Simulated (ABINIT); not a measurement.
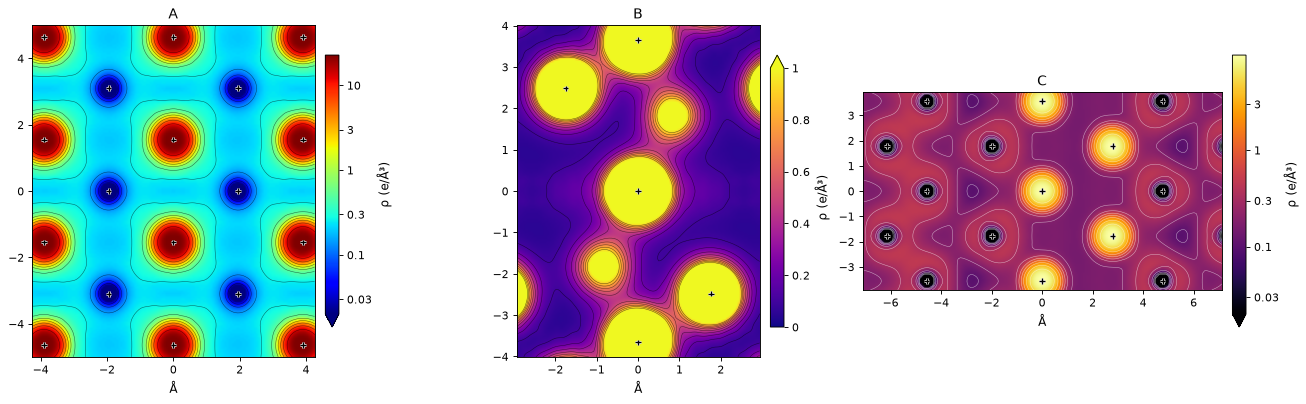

The valence charge density (pseudo) of 3 systems, each on a plane through atoms (crosses mark nuclei in the plane).

Level of theory: ABINIT 10.8.3, Kohn-Sham DFT of a periodic cell, PBEsol, JTH PAW PBE v2.0.

System 1: SnO2, the (101) plane of the conventional cell. Space group Pa-3; a structure from a database of computed crystals, not necessarily the ambient phase; computed pressure about −8 GPa in this cell.

System 2: TiSi2, the (100) plane of the conventional cell. Space group Cmcm; a structure from a database of computed crystals, not necessarily the ambient phase.

System 3: AlNi, the (100) plane of the conventional cell. Space group Cmmm; a structure from a database of computed crystals, not necessarily the ambient phase; spin-polarised.

```
Ni Al
1.0
     3.87739    0.00000    0.00000
     0.00000    3.90638    0.00000
     0.00000    0.00000    3.09943
Ni Al
2 2
Direct
  0.00000 0.50000 0.50000
  0.50000 0.00000 0.50000
  0.00000 0.00000 0.00000
  0.50000 0.50000 0.00000
```

Which map belongs to which system?

Panel A is system 3, AlNi: the plane holds Ni and Al. Al–Ni (2.49 Å): the density is about 0.3 e/Å³ at the midpoint. Panel B is system 1, SnO2: the plane holds Sn and O. Sn–O (2.11 Å): ρ at the midpoint is about 0.59 e/Å³. Panel C is system 2, TiSi2: the plane holds Ti and Si. Si–Si (2.38 Å): ρ at the midpoint is about 0.46 e/Å³.
